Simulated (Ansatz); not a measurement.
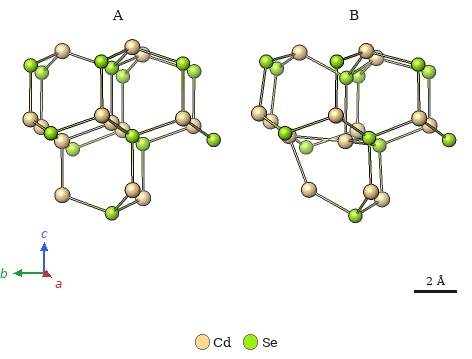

Two geometries of a defect cell of composition Cd₄₉Se₄₇, drawn at one scale. One is the start of a relaxation, the other its converged end. A ball-and-stick model of the atoms within 5.8 Å of the atom that moves most (axes of the cell of the calculation (origin shifted)), seen from a free direction.

All numbers below come from Ansatz 0.2.0, DFT, PBEsol, PAW, plane waves. (plane-wave cutoff 420 eV; k-point mesh 1 × 1 × 1; mesh shifted by (0.25, 0.25, 0.25); no spin polarisation; atoms relaxed in a fixed cell; force threshold 0.03 eV/Å; at most 80 steps)

> Which one is relaxed?

Structure B is the relaxed one. The atoms of the start lie slightly off their symmetric places, so part of the fall in energy undoes that. Over 10 geometry steps the energy falls by 1.109 eV per cell of the calculation. The largest force component goes from 1.2 to 0.025 eV/Å. A Cd atom moves most: 0.91 Å roughly along −c. Largest moves by element: Cd 0.91 Å, Se 0.49 Å. The lattice vectors keep their values. Some distances before and after: Cd–Se 2.679 → 3.097 Å, Cd–Cd 2.583 → 2.801 Å, Cd–Cd 2.639 → 2.831 Å, Cd–Cd 2.657 → 2.809 Å. Bond angles that change, for instance: Cd–Cd–Cd 109.4° → 63.4°, Cd–Cd–Se 110.0° → 84.7°, Se–Cd–Se 110.2° → 89.7°.
